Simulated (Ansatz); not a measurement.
# Run report: Si₂C₃, geometry relaxation (part 1 of 3)

System: Si₂C₃ (R-3m, 5 atoms in the cell).
Method: DFT PBE, scalar-relativistic, plane waves, PAW, no spin polarisation (Ansatz 0.2.0).

The structure was made by a generator, so it may or may not be a known phase. Figures and captions count atoms from 1; the log counts them from 0 in places.

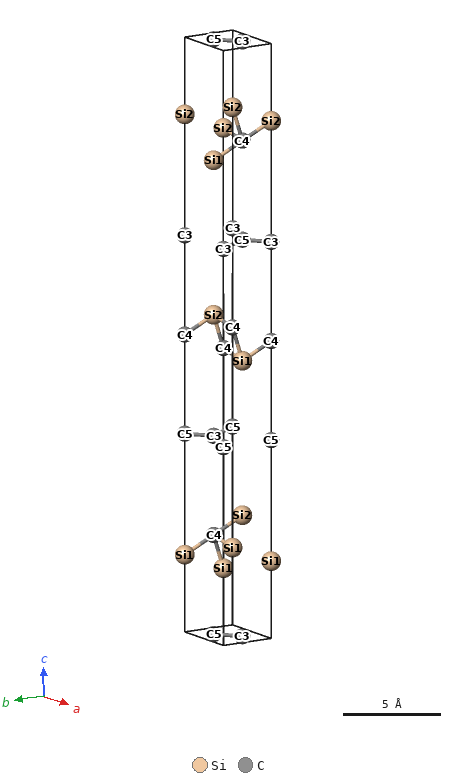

The structure as given in the input (ball-and-stick view of the cell 3 times as large as that of the calculation, set on its symmetry axes, seen at an oblique angle; atoms are numbered from 1 in the order of the input). An atom can appear more than once, as a periodic image. Near neighbours in the periodic cell (some may lie outside the picture): Si has 3 C at 1.96 Å; C has 3 C at 1.51 Å; C has 6 Si at 1.96 Å.

**Summary**

- outcome: converged
- space group (tolerance 0.01 Å): R-3m (166)
- electrons treated: 20
- free energy: −2020.8306 eV
- Fermi energy: 5.960 eV
- gap on the k-point mesh: none (metallic)
- pressure: 0.02 GPa
- final volume: 69.36 Å³
- largest force (length of the vector) at the end: 0.002 eV/Å
- final cell: a = 11.734 Å, b = 11.734 Å, c = 11.734 Å, α = 12.84°, β = 12.84°, γ = 12.84°
- hardware: 1 thread of Intel Xeon @ 2.50GHz (Skylake/Cascade Lake), 189 GiB of memory available, shared host
- wall time: 20 min
- peak memory: 0.84 GiB

**The input**
```yaml
crystal:
  lattice:
    - [1.3093371177, 0.7559461374, 11.2361200106]
    - [-1.3093371177, 0.7559461374, 11.2361200106]
    - [0.0, -1.5118922747, 11.2361200106]
  atoms:
    - { symbol: Si, position: [0.1298909869, 0.1298909869, 0.1298909869] }
    - { symbol: Si, position: [0.8701090131, 0.8701090131, 0.8701090131] }
    - { symbol: C, position: [0.6666648683, 0.6666648683, 0.6666648683] }
    - { symbol: C, position: [0.5, 0.5, 0.5] }
    - { symbol: C, position: [0.3333351317, 0.3333351317, 0.3333351317] }
basis:
  ecutwfc: 420
kpoints:
  mp_grid: { grid: [18, 18, 18] }
hamiltonian:
  xc: pbe
scf:
  occupations: { method: gaussian, width: 0.1 }
output:
  forces: true
  stress: true
  eigenvalues: true
  write_density: true
  write_potential: true
  elf: true
  volumetric_format: npy
relax:
  adjacent_minimum: "off"
  f_tol: 0.01
  max_steps: 80
  cell: { stress_tol: 0.05 }
```

Launched with:
```bash
ansatz run input.yaml --threads 1 --pin off --max-ram 2560MiB --backend cpu --events-out ev --progress --plain --runs-dir out
```

**The program's output**
```
basis.fft_grid_basis auto: the FFT boxes are laid along the combinations [[1, -1, 0], [0, 1, 0], [0, -1, 1]] of the cell's own vectors, 2.619, 11.337 and 2.619 Å long. The dense box has 18×80×18 points. Along the cell's own vectors, as sized, it would have 80×80×80, 19.75 times as many. Of the 12 symmetry operations that the crystal satisfies within crystal.symmetry.tolerance (time reversal apart; of a slab, those that keep its plane) the dense box along the cell's own vectors carries 12, and the one as laid loses 8 of those. basis.fft_grid_basis: typed keeps the cell's own vectors: state it where this run's energies or levels are differenced outside the engine with another run's, or held beside a run that keeps those vectors. Those combinations have planes normal to reciprocal vector 3, as the cell's own vectors have. Each planar average written beside output.write_density, output.write_potential has a row for each plane of the box: 18. The volumetric files lie along those combinations, not along the cell's own vectors: a cube or XSF file states them, and fields.json those of NumPy files.
Engine: ansatz 0.2.0, x86_64-unknown-linux-gnu
Pseudopotentials: kind: paw
Pseudopotential: Si, paw, valence charge 4, recommended cutoff 420 eV (normal), Si.paw.azcp
Pseudopotential: C, paw, valence charge 4, recommended cutoff 420 eV (normal), C.paw.azcp
Functional definition: PBE
  parameter kappa = 0.804
  parameter beta = 0.06672455060314922
  exchange = pbe_x(kappa = kappa, mu = beta*pi^2/3)
  correlation = pbe_c(beta = beta)
Crystal: 5 atoms, lattice volume = 66.728 Å³
Basis set: ecut = 420 eV, 1339 PW (Γ), FFT grids on a1−a2, a2, −a2+a3, exchange–correlation on 36×160×36 points (8 copies of the dense FFT grid, shifted against one another)
Bands: 15, of which v1, the nominal top of the filled ones, is band 10 counted from 1 (9 counted from 0)
Symmetry: 12 space group operations
Space group: R-3m (ITA 166), of the structure as read, at distance tolerance 4.1e-5 Å
k-points: 580 of 5832
Non-local potential: Si, projectors of the file, l = 0: 2, l = 1: 2, l = 2: 2
Non-local potential: C, projectors of the file, l = 0: 2, l = 1: 2, l = 2: 1
PAW form: soft (Blöchl's): semilocal exchange-correlation on the pseudo side does not see the compensation charge
PAW one-centre angular grid: Si, 110 points (default); XC on 64 Gauss nodes
PAW one-centre angular grid: C, 110 points (default); XC on 64 Gauss nodes
Initial density: superposition of atomic densities (neutral atoms: chi_scale 0, normalization atom), corrected by the library's trained network
Initial wavefunctions: pseudopotential atomic-orbital guess
Functional: x = pbe(κ = 0.804, μ = 0.2195149727645171), c = pbe(β = 0.06672455060314922)
SCF iter   1: F=—  HF=-2020.870645 eV  |F-HF|=—  |Δ(HF+E_count)|=         —  Δρ=1.27e-2  dr2=2.80e-1  ethr=1.77e-3  ⟨swp⟩=7.6  Hψ=64015  notcnv=0
preconditioner: auto → LDOS  [metal: Δε(μ)=0.078 eV  Ē_g=11.637 eV  σ=0.100 eV  W_gap=0.39  n_scr=6 (ndim 8)  ℏωp=20.3 eV  f_vac=0.128  D(μ)=0.75/eV (n_scr^D=4)  β→1.0]
SCF iter   2: F=—  HF=-2020.873607 eV  |F-HF|=—  |Δ(HF+E_count)|=   2.96e-3  Δρ=1.05e-2  dr2=2.80e-1  ethr=1.40e-3  ⟨swp⟩=3.2  Hψ=19788  notcnv=0  defer=399
SCF iter   3: F=—  HF=-2020.828555 eV  |F-HF|=—  |Δ(HF+E_count)|=   4.51e-2  Δρ=1.58e-3  dr2=5.71e-3  ethr=1.40e-3  ⟨swp⟩=2.2  Hψ=12696  notcnv=0  defer=395
SCF iter   4: F=—  HF=-2020.828338 eV  |F-HF|=—  |Δ(HF+E_count)|=   2.18e-4  Δρ=5.24e-4  dr2=3.29e-4  ethr=2.85e-5  ⟨swp⟩=2.3  Hψ=16488  notcnv=0  defer=324
SCF iter   5: F=—  HF=-2020.828379 eV  |F-HF|=—  |Δ(HF+E_count)|=   4.09e-5  Δρ=1.48e-4  dr2=2.70e-5  ethr=1.65e-6  ⟨swp⟩=2.1  Hψ=13343  notcnv=0  defer=324
SCF iter   6: F=—  HF=-2020.828400 eV  |F-HF|=—  |Δ(HF+E_count)|=   2.14e-5  Δρ=4.65e-5  dr2=4.53e-6  ethr=1.35e-7  ⟨swp⟩=2.4  Hψ=12095  notcnv=0  defer=324
SCF iter   7: F=-2020.828399 eV  HF=-2020.828399 eV  |F-HF|=6.04e-9  |Δ(HF+E_count)|=   5.45e-7  Δρ=7.42e-6  dr2=3.34e-8  ethr=5.00e-10  ⟨swp⟩=15.0  Hψ=81451  notcnv=0
SCF 1 converged in 7 iterations: F = -2020.828399 eV  dr2 = 3.34e-8
  greatest PAW one-centre occupation: 0.673 electrons in one spin orbital (limit 2), on the C atom at site 3 (counted from 0), in its partial waves of l = 0
relax step   1: F+E_penalty+E_count = -2020.82839947 eV  Δ(F+E_penalty+E_count) = +0.000e0 eV  max|allowed force component| = 1.115e-1 eV/Å  Δτ_max = 0.0000 Å  P = +0.119 GPa  Ω = 66.728 Å³  (7 SCF iters, dr2 threshold 1.00e-7 eV, accepted)
Crystal: 5 atoms, lattice volume = 67.077 Å³
Initial density: handed on by an earlier stage of this run
Initial wavefunctions: those handed on with the density
iter 1 solved again at ethr=3.34e-6 eV; its pass at ethr=3.10e-3 eV (dr2=6.68e-4 eV) is discarded
SCF iter   1: F=—  HF=-2020.828980 eV  |F-HF|=—  |Δ(HF+E_count)|=         —  Δρ=5.55e-4  dr2=5.94e-4  ethr=3.34e-6  ⟨swp⟩=3.0  Hψ=66849  notcnv=0
preconditioner: auto → LDOS  [metal: Δε(μ)=0.040 eV  Ē_g=11.537 eV  σ=0.100 eV  W_gap=0.22  n_scr=8 (ndim 8)  ℏωp=20.3 eV  f_vac=0.133  D(μ)=1.22/eV (n_scr^D=6)  β→1.0]
SCF iter   2: F=—  HF=-2020.828897 eV  |F-HF|=—  |Δ(HF+E_count)|=   8.27e-5  Δρ=3.02e-4  dr2=1.99e-4  ethr=2.97e-6  ⟨swp⟩=2.0  Hψ=14065  notcnv=0
SCF iter   3: F=—  HF=-2020.828882 eV  |F-HF|=—  |Δ(HF+E_count)|=   1.52e-5  Δρ=4.38e-5  dr2=5.87e-6  ethr=9.95e-7  ⟨swp⟩=2.2  Hψ=11508  notcnv=0
SCF iter   4: F=-2020.828882 eV  HF=-2020.828882 eV  |F-HF|=1.01e-8  |Δ(HF+E_count)|=   3.08e-7  Δρ=9.84e-6  dr2=7.12e-8  ethr=2.50e-9  ⟨swp⟩=10.8  Hψ=78187  notcnv=0
SCF 2 converged in 4 iterations: F = -2020.828882 eV  dr2 = 7.12e-8
relax step   2: F+E_penalty+E_count = -2020.82888166 eV  Δ(F+E_penalty+E_count) = -4.822e-4 eV  max|allowed force component| = 5.195e-2 eV/Å  Δτ_max = 0.0080 Å  P = -0.022 GPa  Ω = 67.077 Å³  energy of the carried Pulay correction = -5.455e-4 eV  (4 SCF iters, dr2 threshold 5.00e-7 eV, accepted)
Crystal: 5 atoms, lattice volume = 67.474 Å³
iter 1 solved again at ethr=2.38e-6 eV; its pass at ethr=3.10e-3 eV (dr2=4.76e-4 eV) is discarded
SCF iter   1: F=—  HF=-2020.828735 eV  |F-HF|=—  |Δ(HF+E_count)|=         —  Δρ=5.96e-4  dr2=4.03e-4  ethr=2.38e-6  ⟨swp⟩=3.6  Hψ=70110  notcnv=0
preconditioner: auto → LDOS  [metal: Δε(μ)=0.040 eV  Ē_g=11.541 eV  σ=0.100 eV  W_gap=0.22  n_scr=8 (ndim 8)  ℏωp=20.2 eV  f_vac=0.138  D(μ)=1.24/eV (n_scr^D=6)  β→1.0]
SCF iter   2: F=—  HF=-2020.828686 eV  |F-HF|=—  |Δ(HF+E_count)|=   4.89e-5  Δρ=2.54e-4  dr2=1.61e-4  ethr=2.02e-6  ⟨swp⟩=2.0  Hψ=14303  notcnv=0
SCF iter   3: F=—  HF=-2020.828679 eV  |F-HF|=—  |Δ(HF+E_count)|=   6.83e-6  Δρ=6.06e-5  dr2=6.56e-6  ethr=8.04e-7  ⟨swp⟩=2.2  Hψ=11525  notcnv=0
SCF iter   4: F=-2020.828679 eV  HF=-2020.828679 eV  |F-HF|=6.72e-9  |Δ(HF+E_count)|=   4.00e-7  Δρ=1.30e-5  dr2=9.01e-8  ethr=8.43e-10  ⟨swp⟩=11.1  Hψ=79156  notcnv=0
SCF 3 converged in 4 iterations: F = -2020.828679 eV  dr2 = 9.01e-8
relax step   3: F+E_penalty+E_count = -2020.82867851 eV  Δ(F+E_penalty+E_count) = +2.031e-4 eV  max|allowed force component| = 1.704e-2 eV/Å  Δτ_max = 0.0098 Å  P = -0.010 GPa  Ω = 67.474 Å³  energy of the carried Pulay correction = -1.165e-3 eV  (4 SCF iters, dr2 threshold 1.69e-7 eV, accepted)
Crystal: 5 atoms, lattice volume = 67.877 Å³
Basis set: ecut = 420 eV, 1347 PW (Γ), FFT grids on a1−a2, a2, −a2+a3, exchange–correlation on 36×160×36 points (8 copies of the dense FFT grid, shifted against one another)
iter 1 solved again at ethr=2.68e-6 eV; its pass at ethr=3.10e-3 eV (dr2=5.37e-4 eV) is discarded
SCF iter   1: F=—  HF=-2020.828066 eV  |F-HF|=—  |Δ(HF+E_count)|=         —  Δρ=6.33e-4  dr2=4.25e-4  ethr=2.68e-6  ⟨swp⟩=3.7  Hψ=70363  notcnv=0
preconditioner: auto → LDOS  [metal: Δε(μ)=0.040 eV  Ē_g=11.543 eV  σ=0.100 eV  W_gap=0.22  n_scr=8 (ndim 8)  ℏωp=20.2 eV  f_vac=0.142  D(μ)=1.23/eV (n_scr^D=6)  β→1.0]
SCF iter   2: F=—  HF=-2020.828029 eV  |F-HF|=—  |Δ(HF+E_count)|=   3.69e-5  Δρ=2.75e-4  dr2=2.03e-4  ethr=2.13e-6  ⟨swp⟩=2.0  Hψ=14164  notcnv=0
SCF iter   3: F=—  HF=-2020.827995 eV  |F-HF|=—  |Δ(HF+E_count)|=   3.44e-5  Δρ=6.21e-5  dr2=6.56e-6  ethr=1.01e-6  ⟨swp⟩=2.1  Hψ=10783  notcnv=0
SCF iter   4: F=—  HF=-2020.828014 eV  |F-HF|=—  |Δ(HF+E_count)|=   1.91e-5  Δρ=1.44e-5  dr2=1.25e-7  ethr=3.28e-8  ⟨swp⟩=2.3  Hψ=12974  notcnv=0
SCF iter   5: F=-2020.828014 eV  HF=-2020.828014 eV  |F-HF|=7.21e-9  |Δ(HF+E_count)|=   2.45e-8  Δρ=2.69e-6  dr2=1.15e-8  ethr=9.08e-11  ⟨swp⟩=12.0  Hψ=71183  notcnv=0
SCF 4 converged in 5 iterations: F = -2020.828014 eV  dr2 = 1.15e-8
relax step   4: F+E_penalty+E_count = -2020.82801364 eV  Δ(F+E_penalty+E_count) = +6.649e-4 eV  max|allowed force component| = 6.872e-2 eV/Å  Δτ_max = 0.0094 Å  P = +0.005 GPa  Ω = 67.877 Å³  energy of the carried Pulay correction = -1.788e-3 eV  (5 SCF iters, dr2 threshold 1.82e-8 eV, rejected (line search))
Crystal: 5 atoms, lattice volume = 67.675 Å³
iter 1 solved again at ethr=1.10e-6 eV; its pass at ethr=3.10e-3 eV (dr2=2.21e-4 eV) is discarded
SCF iter   1: F=—  HF=-2020.828458 eV  |F-HF|=—  |Δ(HF+E_count)|=         —  Δρ=3.77e-4  dr2=1.71e-4  ethr=1.10e-6  ⟨swp⟩=3.2  Hψ=66981  notcnv=0
preconditioner: auto → LDOS  [metal: Δε(μ)=0.018 eV  Ē_g=11.545 eV  σ=0.100 eV  W_gap=0.10  n_scr=8 (ndim 8)  ℏωp=20.2 eV  f_vac=0.138  D(μ)=1.25/eV (n_scr^D=6)  β→1.0]
SCF iter   2: F=—  HF=-2020.828447 eV  |F-HF|=—  |Δ(HF+E_count)|=   1.12e-5  Δρ=1.65e-4  dr2=6.74e-5  ethr=8.53e-7  ⟨swp⟩=2.1  Hψ=13641  notcnv=0
SCF iter   3: F=—  HF=-2020.828456 eV  |F-HF|=—  |Δ(HF+E_count)|=   9.40e-6  Δρ=2.79e-5  dr2=1.61e-6  ethr=3.37e-7  ⟨swp⟩=2.1  Hψ=10870  notcnv=0
SCF iter   4: F=—  HF=-2020.828455 eV  |F-HF|=—  |Δ(HF+E_count)|=   6.85e-7  Δρ=6.16e-6  dr2=1.97e-8  ethr=8.05e-9  ⟨swp⟩=2.1  Hψ=12837  notcnv=0
SCF iter   5: F=—  HF=-2020.828455 eV  |F-HF|=—  |Δ(HF+E_count)|=   6.35e-9  Δρ=1.19e-6  dr2=2.14e-9  ethr=9.83e-11  ⟨swp⟩=2.2  Hψ=14336  notcnv=0
SCF iter   6: F=-2020.828455 eV  HF=-2020.828455 eV  |F-HF|=4.32e-12  |Δ(HF+E_count)|=  3.82e-10  Δρ=2.79e-7  dr2=4.59e-11  ethr=1.00e-12  ⟨swp⟩=7.0  Hψ=57052  notcnv=0
SCF 5 converged in 6 iterations: F = -2020.828455 eV  dr2 = 4.59e-11
relax step   5: F+E_penalty+E_count = -2020.82845525 eV  Δ(F+E_penalty+E_count) = +2.233e-4 eV  max|allowed force component| = 7.299e-3 eV/Å  Δτ_max = 0.0051 Å  P = +0.018 GPa  Ω = 67.675 Å³  energy of the carried Pulay correction = -1.475e-3 eV  (6 SCF iters, accepted)
Crystal: 5 atoms, lattice volume = 67.840 Å³
iter 1 solved again at ethr=8.15e-7 eV; its pass at ethr=3.10e-3 eV (dr2=1.63e-4 eV) is discarded
SCF iter   1: F=—  HF=-2020.828218 eV  |F-HF|=—  |Δ(HF+E_count)|=         —  Δρ=2.22e-4  dr2=1.48e-4  ethr=8.15e-7  ⟨swp⟩=2.7  Hψ=64906  notcnv=0
preconditioner: auto → LDOS  [metal: Δε(μ)=0.035 eV  Ē_g=11.542 eV  σ=0.100 eV  W_gap=0.19  n_scr=8 (ndim 8)  ℏωp=20.2 eV  f_vac=0.140  D(μ)=1.24/eV (n_scr^D=6)  β→1.0]
SCF iter   2: F=—  HF=-2020.828209 eV  |F-HF|=—  |Δ(HF+E_count)|=   9.03e-6  Δρ=1.39e-4  dr2=5.81e-5  ethr=7.38e-7  ⟨swp⟩=2.6  Hψ=14169  notcnv=0
SCF iter   3: F=—  HF=-2020.828220 eV  |F-HF|=—  |Δ(HF+E_count)|=   1.08e-5  Δρ=2.17e-5  dr2=1.46e-6  ethr=2.91e-7  ⟨swp⟩=2.1  Hψ=10805  notcnv=0
SCF iter   4: F=—  HF=-2020.828220 eV  |F-HF|=—  |Δ(HF+E_count)|=   1.41e-8  Δρ=4.09e-6  dr2=9.67e-9  ethr=7.30e-9  ⟨swp⟩=2.0  Hψ=11689  notcnv=0
SCF iter   5: F=—  HF=-2020.828220 eV  |F-HF|=—  |Δ(HF+E_count)|=   3.32e-9  Δρ=8.02e-7  dr2=9.25e-10  ethr=4.83e-11  ⟨swp⟩=2.2  Hψ=14573  notcnv=0
SCF iter   6: F=-2020.828220 eV  HF=-2020.828220 eV  |F-HF|=1.82e-11  |Δ(HF+E_count)|=  1.76e-10  Δρ=2.40e-7  dr2=4.87e-11  ethr=1.00e-12  ⟨swp⟩=6.4  Hψ=54046  notcnv=0
SCF 6 converged in 6 iterations: F = -2020.828220 eV  dr2 = 4.87e-11
relax step   6: F+E_penalty+E_count = -2020.82821954 eV  Δ(F+E_penalty+E_count) = +2.357e-4 eV  max|allowed force component| = 2.677e-3 eV/Å  Δτ_max = 0.0033 Å  P = -0.014 GPa  Ω = 67.840 Å³  energy of the carried Pulay correction = -1.731e-3 eV  (6 SCF iters, accepted)
Initial wavefunctions: pseudopotential atomic-orbital guess (no wavefunctions were taken with the density)
iter 1 solved again at ethr=1.86e-6 eV; its pass at ethr=3.10e-3 eV (dr2=3.72e-4 eV) is discarded
```
